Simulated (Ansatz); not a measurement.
## Single-point calculation, with input and output: SnS$_{2}$

- system: SnS$_{2}$ (P-3m1, 3 atoms in the cell)
- method: DFT PBE+D3(BJ), scalar-relativistic, plane waves, PAW, no spin polarisation (Ansatz 0.2.0)

The structure derives from an entry of the Crystallography Open Database. It belongs to a series of runs on one base structure; here: band edges and mean potential of the bulk.

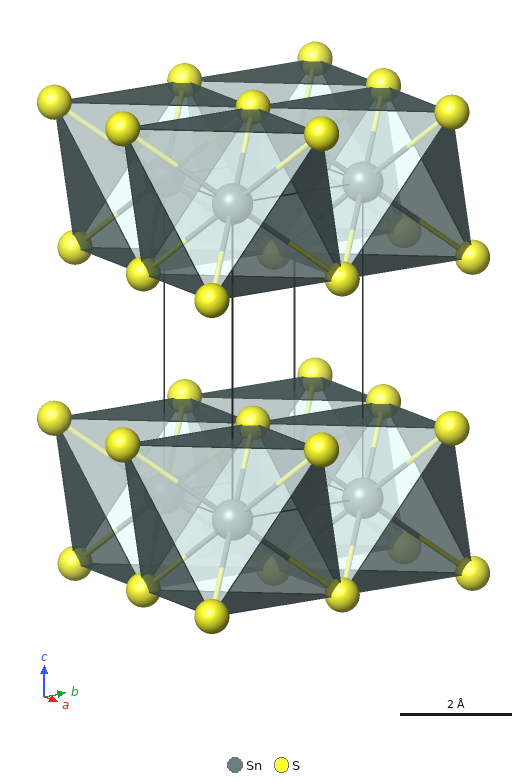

**Figure 1.** The structure as given in the input (polyhedral view of the cell of the calculation, seen slightly off an axis; polyhedra are completed across the faces of the cell). An atom can appear more than once, as a periodic image.

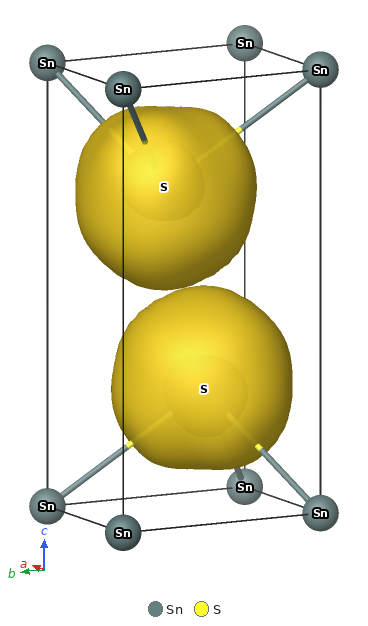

**Figure 2.** Isosurface of the electron localisation function at 0.7 (yellow), seen at an oblique angle. Only the valence region is drawn (cores and ρ < 0.01 e/Å³ removed). Sticks mark near contacts. The outline is the cell set on symmetry axes. Along the contacts the grid gives the following. Sn–S (2.58 Å): the ELF is about 0.55 at the midpoint. In a PAW calculation such maps are meaningful between the atoms, not at the nuclei.

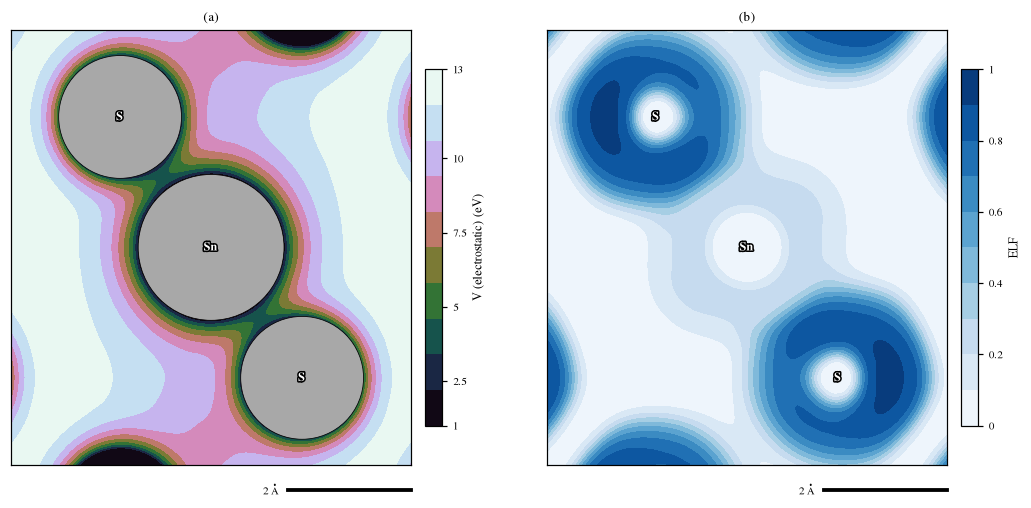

**Figure 3.** (a) electrostatic potential energy of an electron; (b) ELF on the (110) plane of the conventional cell. Grey discs, where drawn, cover atomic cores. Atoms in the plane: Sn and S. Sn–S (2.58 Å): the ELF is about 0.55 at the midpoint. Outside the cores the potential energy rises away from the atoms and is highest about 2.1 Å from the nearest atoms; outside the discs it spans about 11 eV, and its zero is arbitrary.

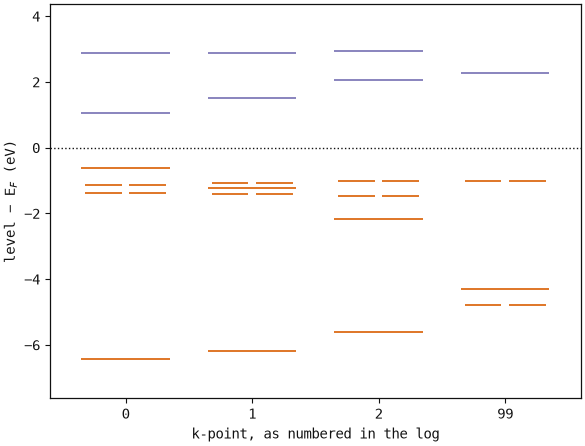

**Figure 4.** Kohn–Sham levels near the Fermi level (dotted) at the few k-points that the log prints; levels within 0.02 eV of each other stand side by side. Among these points the highest filled and lowest empty levels are 1.69 eV apart; the gap on the full mesh, 1.24 eV, has an edge at a point that isn't printed.

The input and output of the run follow.

### Input
```yaml
crystal:
  lattice:
    - [3.6697414728, 0.0, 0.0]
    - [-1.8348707364, 3.1780893408, 0.0]
    - [0.0, 0.0, 5.7999210134]
  atoms:
    - { symbol: Sn, position: [0.0, 0.0, 0.0] }
    - { symbol: S, position: [0.6666666667, 0.3333333333, 0.2548559195] }
    - { symbol: S, position: [0.3333333333, 0.6666666667, 0.7451440805] }
basis:
  ecutwfc: 420
kpoints:
  mp_grid: { grid: [12, 12, 6] }
  band_path: { path: [VBM, CBM], npoints: 2 }
hamiltonian:
  xc: pbe
  dispersion: d3bj
scf:
  occupations: { method: gaussian, width: 0.02 }
output:
  forces: true
  stress: true
  eigenvalues: true
  write_density: true
  write_potential: true
  elf: true
  volumetric_format: npy
```

Command:
```bash
ansatz run input.yaml --threads 4 --pin off --max-ram 10240MiB --backend cpu --events-out ev --progress --plain --runs-dir out
```

### Output
```
Engine: ansatz 0.2.0, x86_64-unknown-linux-gnu
Pseudopotentials: kind: paw
Pseudopotential: Sn, paw, valence charge 14, recommended cutoff 420 eV (normal), Sn.paw.azcp
Pseudopotential: S, paw, valence charge 6, recommended cutoff 420 eV (normal), S.paw.azcp
Functional definition: PBE
  parameter kappa = 0.804
  parameter beta = 0.06672455060314922
  exchange = pbe_x(kappa = kappa, mu = beta*pi^2/3)
  correlation = pbe_c(beta = beta)
Crystal: 3 atoms, lattice volume = 67.643 Å³
Basis set: ecut = 420 eV, 1315 PW (Γ), exchange–correlation on 50×50×80 points (8 copies of the dense FFT grid, shifted against one another)
Bands: 17, of which v1, the nominal top of the filled ones, is band 13 counted from 1 (12 counted from 0)
Symmetry: 12 space group operations
Space group: P-3m1 (ITA 164), of the structure as read, at distance tolerance 4.1e-5 Å
k-points: 100 of 864
Non-local potential: Sn, projectors of the file, l = 0: 2, l = 1: 2, l = 2: 2, l = 3: 2
Non-local potential: S, projectors of the file, l = 0: 2, l = 1: 2, l = 2: 2
PAW form: soft (Blöchl's): semilocal exchange-correlation on the pseudo side does not see the compensation charge
PAW one-centre angular grid: Sn, 590 points (default); XC on 64 Gauss nodes
PAW one-centre angular grid: S, 110 points (default); XC on 64 Gauss nodes
Initial density: superposition of atomic densities (neutral atoms: chi_scale 0, normalization atom), corrected by the library's trained network
Initial wavefunctions: pseudopotential atomic-orbital guess
Functional: x = pbe(κ = 0.804, μ = 0.2195149727645171), c = pbe(β = 0.06672455060314922)
SCF iter   1: F=—  HF=-7830.400302 eV  |F-HF|=—  |Δ(HF+E_count)|=         —  Δρ=1.12e-3  dr2=5.77e-4  ethr=1.77e-3  ⟨swp⟩=6.5  Hψ=10185  notcnv=0
preconditioner: auto → Resta (q_TF=auto, 2.326 Å⁻¹)  ε∞=3.1  [insulator: Δε(μ)=1.242 eV  Ē_g=16.027 eV  σ=0.020 eV  W_gap=1.00  n_scr=22 (ndim 8)  ℏωp=23.0 eV  f_vac=0.018  D(μ)=0.00/eV (n_scr^D=0)  ε∞_Penn≈3.1]
SCF iter   2: F=—  HF=-7830.399757 eV  |F-HF|=—  |Δ(HF+E_count)|=   5.45e-4  Δρ=6.04e-4  dr2=2.35e-4  ethr=2.22e-6  ⟨swp⟩=2.0  Hψ=3888  notcnv=0
SCF iter   3: F=—  HF=-7830.399944 eV  |F-HF|=—  |Δ(HF+E_count)|=   1.87e-4  Δρ=3.76e-4  dr2=7.21e-5  ethr=9.02e-7  ⟨swp⟩=2.0  Hψ=3349  notcnv=0
SCF iter   4: F=—  HF=-7830.399946 eV  |F-HF|=—  |Δ(HF+E_count)|=   2.62e-6  Δρ=1.53e-4  dr2=1.27e-5  ethr=2.77e-7  ⟨swp⟩=2.0  Hψ=2227  notcnv=0
SCF iter   5: F=—  HF=-7830.399943 eV  |F-HF|=—  |Δ(HF+E_count)|=   3.51e-6  Δρ=4.19e-5  dr2=2.14e-6  ethr=4.87e-8  ⟨swp⟩=2.0  Hψ=3000  notcnv=0
SCF iter   6: F=—  HF=-7830.399942 eV  |F-HF|=—  |Δ(HF+E_count)|=   4.90e-7  Δρ=2.23e-5  dr2=3.68e-7  ethr=8.22e-9  ⟨swp⟩=2.3  Hψ=2089  notcnv=0
SCF iter   7: F=-7830.399942 eV  HF=-7830.399942 eV  |F-HF|=2.25e-8  |Δ(HF+E_count)|=   1.22e-7  Δρ=6.01e-6  dr2=2.52e-8  ethr=3.85e-10  ⟨swp⟩=8.8  Hψ=11316  notcnv=0
SCF 1 converged in 7 iterations: F = -7830.399942 eV  dr2 = 2.52e-8
  greatest PAW one-centre occupation: 0.993 electrons in one spin orbital (limit 2), on the Sn atom at site 0 (counted from 0), in its partial waves of l = 2
NSCF: frozen V_eff on 34 k-points
NSCF: frozen V_eff on 34 k-points
NSCF: frozen V_eff on 34 k-points
NSCF: frozen V_eff on 34 k-points
NSCF: frozen V_eff on 33 k-points
NSCF: frozen V_eff on 4 k-points
NSCF: frozen V_eff on 24 k-points
NSCF: frozen V_eff on 5 k-points
NSCF: frozen V_eff on 24 k-points
NSCF: frozen V_eff on 24 k-points
NSCF: frozen V_eff on 13 k-points
NSCF: frozen V_eff on 17 k-points
NSCF: frozen V_eff on 29 k-points
NSCF: frozen V_eff on 20 k-points
NSCF: frozen V_eff on 13 k-points
NSCF: frozen V_eff on 3 k-points
NSCF: frozen V_eff on 3 k-points
SCF converged after 7 iterations
Free energy (F): -7830.399942 eV
Harris-Foulkes:  -7830.399942 eV  (|F-HF|=2.25e-8)
Internal energy: -7830.399942 eV  (E = F + TS)
E sigma→0 (E₀):  -7830.399942 eV
Fermi energy:    7.324009 eV
--- Per-component energies (eV) ---
  E_band       = -116.739541
  E_kinetic    = 400.578318
  E_local      = -1538.828565  (includes V_loc(G=0)·N_el)
  E_nonlocal   = 27.023419
  E_hartree    = 819.090126
  E_xc         = -574.778732
  E_vxc        = -268.848275  (∫ρ·V_xc dr)
  E_paw        = -5343.176041  (= ΣΔE_a)
  E_vpaw       = -374.846389  (= ΣTr[D̂ρ^β])
  E_aug_tail   = 0.000003  (compensation charges beyond the density's cutoff)
  E_ewald      = -1619.322794
  E_disp       = -0.985676  (pairwise vdW)
  E_smearing   = -0.000000  (= −TS)
  E_closure    = -0.000000  (closes the sum)
  Σ components = -7830.399942   (vs F -7830.399942, Δ=0.00e0)
--- Forces (eV/Å), atoms counted from 1 ---
  atom   1  Sn    -0.00000000     0.00000000     0.00000000
  atom   2  S     -0.00000000    -0.00000000    -0.00177547
  atom   3  S      0.00000000     0.00000000     0.00177547
  max |Σ_I F_I| component: 1.85e-17 eV/Å
--- Stress (GPa, compression-positive) ---
       -0.006890       0.000000      -0.000000
        0.000000      -0.006890      -0.000000
       -0.000000      -0.000000       0.019686
  P = ⅓ Tr σ = 0.0020 GPa (0.020 kbar)
--- Band table (eV; the first three rows and the last of 100) ---
  k-point 0: bands = ["-14.3526", "-14.3526", "-14.3127", "-14.2871", "-14.2871", "-7.1385", "-5.0824", "0.9095", "5.9487", "5.9487", "6.1845", "6.1845", "6.6986", "8.3893", "10.1916", "11.9840", "11.9840"]
  k-point 1: bands = ["-14.3526", "-14.3526", "-14.3127", "-14.2871", "-14.2871", "-7.0931", "-5.1880", "1.1464", "5.9106", "5.9106", "6.1099", "6.2376", "6.2376", "8.8273", "10.2151", "11.9033", "11.9033"]
  k-point 2: bands = ["-14.3526", "-14.3526", "-14.3125", "-14.2872", "-14.2872", "-6.9887", "-5.4055", "1.7079", "5.1519", "5.8591", "5.8591", "6.3197", "6.3197", "9.3991", "10.2556", "11.7510", "11.7510"]
  k-point 99: bands = ["-14.3733", "-14.3733", "-14.2874", "-14.2874", "-14.2639", "-4.7026", "-4.7026", "-0.4394", "2.5336", "2.5336", "3.0299", "6.3187", "6.3187", "9.6086", "11.8857", "11.8857", "13.5521"]
```

### Summary

```json
{"quantity": "outcome", "value": "converged"}
{"quantity": "space group (tolerance 0.01 Å)", "value": "P-3m1 (164)"}
{"quantity": "electrons treated", "value": "26"}
{"quantity": "free energy", "value": "−7830.3999 eV"}
{"quantity": "Fermi energy", "value": "7.324 eV"}
{"quantity": "gap on the k-point mesh", "value": "1.24 eV"}
{"quantity": "gap on the band path", "value": "1.21 eV"}
{"quantity": "pressure", "value": "0.00 GPa"}
{"quantity": "largest force (length of the vector)", "value": "0.002 eV/Å"}
{"quantity": "hardware", "value": "4 threads of Intel Xeon (Sapphire Rapids), 32 GiB of memory available, shared host"}
{"quantity": "wall time", "value": "3.1 s (CPU time 11 s)"}
{"quantity": "peak memory", "value": "0.48 GiB"}
```
